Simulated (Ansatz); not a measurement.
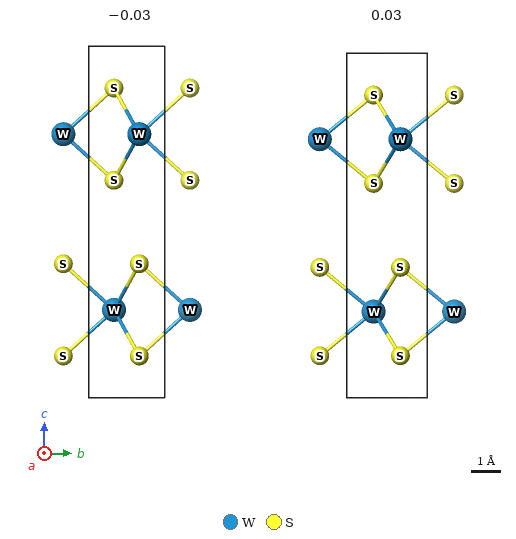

A crystal of WS2 (set up in P-3m1), under biaxial strain in the a–b plane (c and atoms relaxed), with energies (extrapolated to zero smearing) counted from the relaxed crystal, which is the row at zero. The picture shows the first and the last member. A ball-and-stick model of the cell of the calculation, seen along the a axis.

Computed with Ansatz 0.2.0: DFT PBE+D3(BJ), scalar-relativistic, plane waves, PAW. Settings: plane-wave cutoff 420 eV; k-point mesh 12 × 12 × 4; occupations gaussian; smearing width 0.02 eV; no spin polarisation; force threshold 0.008 eV/Å.

| strain | energy (meV/atom) | a (Å) | c (Å) | band gap (eV) |
| --- | --- | --- | --- | --- |
| −0.03 | 31.49 | 3.060 | 12.262 | 0.94 |
| −0.02 | 13.69 | 3.091 | 12.219 | 0.92 |
| −0.01 | ? | ? | ? | ? |
| 0.0 | 0.00 | 3.154 | 12.148 | 0.89 |
| 0.01 | 3.23 | 3.186 | 12.101 | 0.87 |
| 0.02 | 12.66 | 3.217 | 12.064 | 0.83 |
| 0.03 | 27.92 | 3.249 | 12.027 | 0.65 |

Estimate the missing row from the others, and compare with the calculation.

A parabola through three neighbouring rows (−0.03, −0.02, 0.0) gives, with Lagrange weights, (−0.3333)(31.49) + (1.0000)(13.69) + (0.3333)(0.00) = 3.19 meV/atom. The calculation gives 3.34 meV/atom (a = 3.123 Å, c = 12.179 Å). The estimate is 0.15 meV/atom too low. For the gap a parabola through the rows −0.03, −0.02, 0.0 gives 0.90 eV, and the calculation 0.90 eV (semilocal gaps, lower than measured ones as a rule). From the first member to the last: W–W 3.060 → 3.249 Å, S–W 2.390 → 2.428 Å.

The whole series:

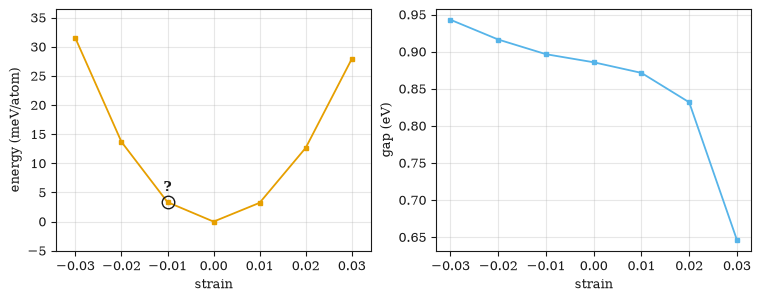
